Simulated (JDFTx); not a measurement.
# Geometry relaxation, with input and output: MnO (part 3 of 3)

The same run, continued: MnO (Fm-3m, 2 atoms in the cell); Kohn-Sham DFT of a periodic cell, PBEsol, PseudoDojo-SR-PBEsol-0.4.1-standard, spin-polarised (JDFTx 1.7.0 (patched build)); cutoff 1306.15 eV, 5×5×5 k-mesh, fermi-dirac of 0.05 eV, collinear spins. The structure derives from a Materials Project entry.

Geometry of the input (Å; fractional positions):
```
0.0000  2.2239  2.2239
2.2239  0.0000  2.2239
2.2239  2.2239  0.0000
Mn 0.0000  0.0000  0.0000
O  0.5000  0.5000  0.5000
```

**Output, continued**
```
-------- Electronic minimization -----------
Will mix electronic density at each iteration.
	FillingsUpdate:  mu: +0.563423236  nElectrons: 21.000000  magneticMoment: [ Abs: 4.24407  Tot: +4.24396 ]
	FillingsUpdate:  mu: +0.563299306  nElectrons: 21.000000  magneticMoment: [ Abs: 4.24342  Tot: +4.24330 ]
SCF: Cycle:  0   F: -119.843540633529614   dF: +2.761e-09   |Residual|: 9.071e-05   |deigs|: 7.901e-07
	FillingsUpdate:  mu: +0.563303398  nElectrons: 21.000000  magneticMoment: [ Abs: 4.24358  Tot: +4.24346 ]
SCF: Cycle:  1   F: -119.843540642576542   dF: -9.047e-09   |Residual|: 3.184e-05   |deigs|: 1.668e-05
	FillingsUpdate:  mu: +0.563300516  nElectrons: 21.000000  magneticMoment: [ Abs: 4.24363  Tot: +4.24351 ]
SCF: Cycle:  2   F: -119.843540643923845   dF: -1.347e-09   |Residual|: 1.355e-05   |deigs|: 5.619e-06
	FillingsUpdate:  mu: +0.563300246  nElectrons: 21.000000  magneticMoment: [ Abs: 4.24364  Tot: +4.24352 ]
SCF: Cycle:  3   F: -119.843540643995226   dF: -7.138e-11   |Residual|: 3.840e-06   |deigs|: 1.374e-06
	FillingsUpdate:  mu: +0.563300598  nElectrons: 21.000000  magneticMoment: [ Abs: 4.24364  Tot: +4.24352 ]
SCF: Cycle:  4   F: -119.843540643996903   dF: -1.677e-12   |Residual|: 1.804e-06   |deigs|: 9.152e-07
SCF: Converged (|Delta E|<1.000000e-10 for 2 iters).

Setting wave functions to eigenvectors of Hamiltonian
# Lattice vectors:
R =
[            0      4.05645      4.05645  ]
[      4.05645            0      4.05645  ]
[      4.05645      4.05645            0  ]
unit cell volume = 133.496

# Strain tensor in Cartesian coordinates:
[   -0.0347706            0            0  ]
[            0   -0.0347706            0  ]
[            0            0   -0.0347706  ]

# Stress tensor in Cartesian coordinates [Eh/a0^3]:
[  1.38461e-08            0            0  ]
[            0  1.38461e-08            0  ]
[            0            0  1.38461e-08  ]

# Ionic positions in lattice coordinates:
ion Mn  -0.000000000000000   0.000000000000000   0.000000000000000 1
ion O   0.500000000000000   0.500000000000000   0.500000000000000 1

# Forces in Cartesian coordinates:
force Mn  -0.000000000000000   0.000000000000000   0.000000000000000 1
force O  -0.000000000000000  -0.000000000000000  -0.000000000000000 1

# Energy components:
   Eewald =      -85.8386531160884658
       EH =       30.0546706479322481
     Eloc =      -96.7190072356909809
      Enl =      -10.1806300121076383
      Exc =      -22.3622505624496597
 Exc_core =        5.4350121175148782
       KE =       59.7675774308196850
-------------------------------------
     Etot =     -119.8432807300699352
       TS =        0.0002599139269678
-------------------------------------
        F =     -119.8435406439969029

LatticeMinimize: Iter:   5  F: -119.843540643996903  |grad|_K:  6.046e-07  alpha:  1.000e+00  linmin:  1.000e+00

#--- Lowdin population analysis ---
# oxidation-state Mn +1.064
# magnetic-moments Mn +4.044
# oxidation-state O -0.945
# magnetic-moments O +0.196

-------- Electronic minimization -----------
Will mix electronic density at each iteration.
	FillingsUpdate:  mu: +0.563300598  nElectrons: 21.000000  magneticMoment: [ Abs: 4.24363  Tot: +4.24351 ]
	FillingsUpdate:  mu: +0.563302736  nElectrons: 21.000000  magneticMoment: [ Abs: 4.24364  Tot: +4.24352 ]
SCF: Cycle:  0   F: -119.843540643975658   dF: +1.211e-11   |Residual|: 3.282e-06   |deigs|: 6.371e-07
	FillingsUpdate:  mu: +0.563302502  nElectrons: 21.000000  magneticMoment: [ Abs: 4.24364  Tot: +4.24352 ]
SCF: Cycle:  1   F: -119.843540643991830   dF: -1.617e-11   |Residual|: 1.274e-06   |deigs|: 1.421e-06
	FillingsUpdate:  mu: +0.563302589  nElectrons: 21.000000  magneticMoment: [ Abs: 4.24363  Tot: +4.24352 ]
SCF: Cycle:  2   F: -119.843540643993308   dF: -1.478e-12   |Residual|: 1.780e-07   |deigs|: 1.324e-06
SCF: Converged (|Delta E|<1.000000e-10 for 2 iters).

Setting wave functions to eigenvectors of Hamiltonian
LatticeMinimize: 	Wolfe criterion not satisfied: alpha: 1  (E-E0)/|gdotd0|: 0.810764  gdotd/gdotd0: -1.57218 (taking cubic step)

-------- Electronic minimization -----------
Will mix electronic density at each iteration.
	FillingsUpdate:  mu: +0.563302589  nElectrons: 21.000000  magneticMoment: [ Abs: 4.24364  Tot: +4.24352 ]
	FillingsUpdate:  mu: +0.563301071  nElectrons: 21.000000  magneticMoment: [ Abs: 4.24363  Tot: +4.24352 ]
SCF: Cycle:  0   F: -119.843540643996135   dF: +5.684e-13   |Residual|: 1.101e-06   |deigs|: 6.325e-07
	FillingsUpdate:  mu: +0.563301110  nElectrons: 21.000000  magneticMoment: [ Abs: 4.24364  Tot: +4.24352 ]
SCF: Cycle:  1   F: -119.843540643998153   dF: -2.018e-12   |Residual|: 4.293e-07   |deigs|: 7.088e-07
	FillingsUpdate:  mu: +0.563301075  nElectrons: 21.000000  magneticMoment: [ Abs: 4.24364  Tot: +4.24352 ]
SCF: Cycle:  2   F: -119.843540643997954   dF: +1.990e-13   |Residual|: 1.236e-07   |deigs|: 6.396e-07
	FillingsUpdate:  mu: +0.563301068  nElectrons: 21.000000  magneticMoment: [ Abs: 4.24364  Tot: +4.24352 ]
SCF: Cycle:  3   F: -119.843540643998224   dF: -2.700e-13   |Residual|: 4.132e-08   |deigs|: 5.717e-07
	FillingsUpdate:  mu: +0.563301071  nElectrons: 21.000000  magneticMoment: [ Abs: 4.24364  Tot: +4.24352 ]
SCF: Cycle:  4   F: -119.843540643998935   dF: -7.105e-13   |Residual|: 1.041e-08   |deigs|: 5.535e-07
SCF: Converged (|Delta E|<1.000000e-10 for 2 iters).

Setting wave functions to eigenvectors of Hamiltonian
# Lattice vectors:
R =
[            0      4.05645      4.05645  ]
[      4.05645            0      4.05645  ]
[      4.05645      4.05645            0  ]
unit cell volume = 133.496

# Strain tensor in Cartesian coordinates:
[   -0.0347708            0            0  ]
[            0   -0.0347708            0  ]
[            0            0   -0.0347708  ]

# Stress tensor in Cartesian coordinates [Eh/a0^3]:
[ -1.38241e-08            0            0  ]
[            0 -1.38241e-08            0  ]
[            0            0 -1.38241e-08  ]

# Ionic positions in lattice coordinates:
ion Mn  -0.000000000000000   0.000000000000000   0.000000000000000 1
ion O   0.500000000000000   0.500000000000000   0.500000000000000 1

# Forces in Cartesian coordinates:
force Mn   0.000000000000000  -0.000000000000000   0.000000000000000 1
force O   0.000000000000000   0.000000000000000  -0.000000000000000 1

# Energy components:
   Eewald =      -85.8386665672008888
       EH =       30.0546610860411114
     Eloc =      -96.7189838034267950
      Enl =      -10.1806308590721173
      Exc =      -22.3622508800154023
 Exc_core =        5.4350121175185189
       KE =       59.7675781738399579
-------------------------------------
     Etot =     -119.8432807323156624
       TS =        0.0002599116832656
-------------------------------------
        F =     -119.8435406439989350

LatticeMinimize: Iter:   6  F: -119.843540643998935  |grad|_K:  6.037e-07  alpha:  1.959e-01  linmin:  1.000e+00
LatticeMinimize: Converged (|Delta F|<1.000000e-07 for 2 iters).

#--- Lowdin population analysis ---
# oxidation-state Mn +1.064
# magnetic-moments Mn +4.044
# oxidation-state O -0.945
# magnetic-moments O +0.196

Dumping 'run.eigStats' ...
	eMin: -2.419477 at state 0 ( [ +0.000000 +0.000000 +0.000000 ] spin 1 )
	HOMO: +0.559051 at state 0 ( [ +0.000000 +0.000000 +0.000000 ] spin 1 )
	mu  : +0.563301
	LUMO: +0.567437 at state 5 ( [ +0.000000 +0.200000 -0.400000 ] spin 1 )
	eMax: +1.568556 at state 17 ( [ +0.000000 +0.400000 +0.400000 ] spin -1 )
	HOMO-LUMO gap: +0.008386
	Optical gap  : +0.035710 at state 5 ( [ +0.000000 +0.200000 -0.400000 ] spin 1 )
Done!
```

**Trajectory as extended XYZ (Å, eV, eV/Å), 7 frames, from step=0 to step=6**
```
2
Lattice="0.0000 2.2239 2.2239 2.2239 0.0000 2.2239 2.2239 2.2239 0.0000" Properties=species:S:1:pos:R:3:forces:R:3 step=0 energy=-3261.07391
Mn    0.0000    0.0000    0.0000    0.0000   0.0000   0.0000
O     2.2239    2.2239    2.2239    0.0000   0.0000   0.0000
2
Lattice="0.0000 2.2180 2.2180 2.2180 0.0000 2.2180 2.2180 2.2180 0.0000" Properties=species:S:1:pos:R:3:forces:R:3 step=1 energy=-3261.07875
Mn    0.0000    0.0000    0.0000    0.0000   0.0000   0.0000
O     2.2180    2.2180    2.2180    0.0000   0.0000   0.0000
2
Lattice="0.0000 2.1904 2.1904 2.1904 0.0000 2.1904 2.1904 2.1904 0.0000" Properties=species:S:1:pos:R:3:forces:R:3 step=2 energy=-3261.09686
Mn    0.0000    0.0000    0.0000    0.0000   0.0000   0.0000
O     2.1904    2.1904    2.1904    0.0000   0.0000   0.0000
2
Lattice="0.0000 2.1389 2.1389 2.1389 0.0000 2.1389 2.1389 2.1389 0.0000" Properties=species:S:1:pos:R:3:forces:R:3 step=3 energy=-3261.10763
Mn    0.0000    0.0000    0.0000    0.0000   0.0000   0.0000
O     2.1389    2.1389    2.1389    0.0000   0.0000   0.0000
2
Lattice="0.0000 2.1465 2.1465 2.1465 0.0000 2.1465 2.1465 2.1465 0.0000" Properties=species:S:1:pos:R:3:forces:R:3 step=4 energy=-3261.10887
Mn    0.0000    0.0000    0.0000    0.0000   0.0000   0.0000
O     2.1465    2.1465    2.1465    0.0000   0.0000   0.0000
2
Lattice="0.0000 2.1466 2.1466 2.1466 0.0000 2.1466 2.1466 2.1466 0.0000" Properties=species:S:1:pos:R:3:forces:R:3 step=5 energy=-3261.10887
Mn    0.0000    0.0000    0.0000    0.0000   0.0000   0.0000
O     2.1466    2.1466    2.1466    0.0000   0.0000   0.0000
2
Lattice="0.0000 2.1466 2.1466 2.1466 0.0000 2.1466 2.1466 2.1466 0.0000" Properties=species:S:1:pos:R:3:forces:R:3 step=6 energy=-3261.10887
Mn    0.0000    0.0000    0.0000    0.0000   0.0000   0.0000
O     2.1466    2.1466    2.1466    0.0000   0.0000   0.0000
```

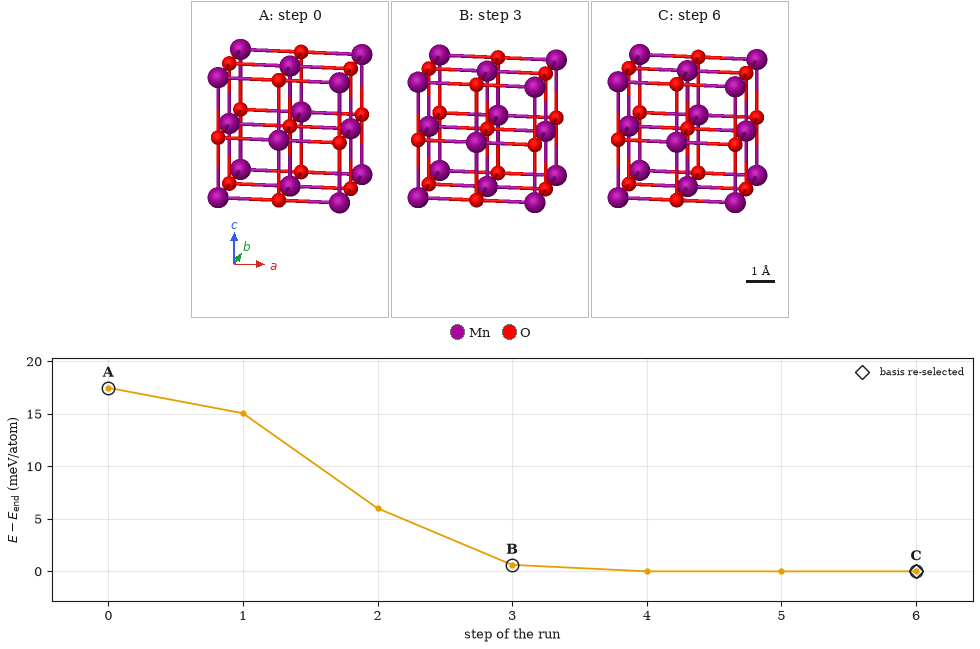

Fig. 1: Frames of the relaxation (ball-and-stick view of the cell 4 times as large as that of the calculation, set on its symmetry axes, seen slightly off an axis) above the curves, on which the letters mark them (steps are counted from 0).

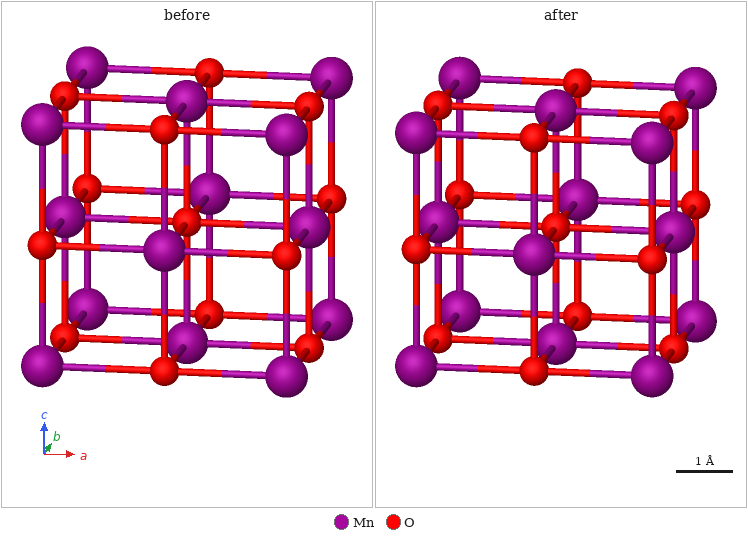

Fig. 2: Before (left) and after (right) the relaxation, at one scale (ball-and-stick view of the cell 4 times as large as that of the calculation, set on its symmetry axes, seen slightly off an axis). The energy falls by 17.5 meV per atom in 5 geometry steps. All forces vanish by symmetry, so only the cell relaxes. No atom moves by more than 0.005 Å relative to the cell. The volume changes by −10.1 %, with a = b = c 4.448 → 4.293 Å (−3.5 %). Among the contacts that change: Mn1–O2 2.224 → 2.147 Å. The space group stays Fm-3m (No. 225). A last SCF at the same geometry on a re-selected plane-wave basis shifts the energy by next to nothing (0.0 meV per atom). (Atoms are counted from 1 in the order of the input.)

**Key numbers**

- outcome: converged
- space group (tolerance 0.01 Å): Fm-3m (225)
- electrons treated: 21
- free energy: −3261.1089 eV
- Fermi energy: 15.328 eV
- gap on the k-point mesh: none (metallic)
- net moment of the cell: 4.24 μB
- integrated absolute moment: 4.24 μB
- pressure: 0.00 GPa
- final volume: 19.78 Å³
- largest force (length of the vector) at the end: under 0.001 eV/Å
- final cell: a = 3.036 Å, b = 3.036 Å, c = 3.036 Å, α = 60.00°, β = 60.00°, γ = 60.00°
- wall time: 2 min
- peak memory: 0.16 GiB

**Notes**

Points of doubt noted for this run: coarse mesh. The k-point mesh is coarse for a cell of this size, so the results may not be converged.
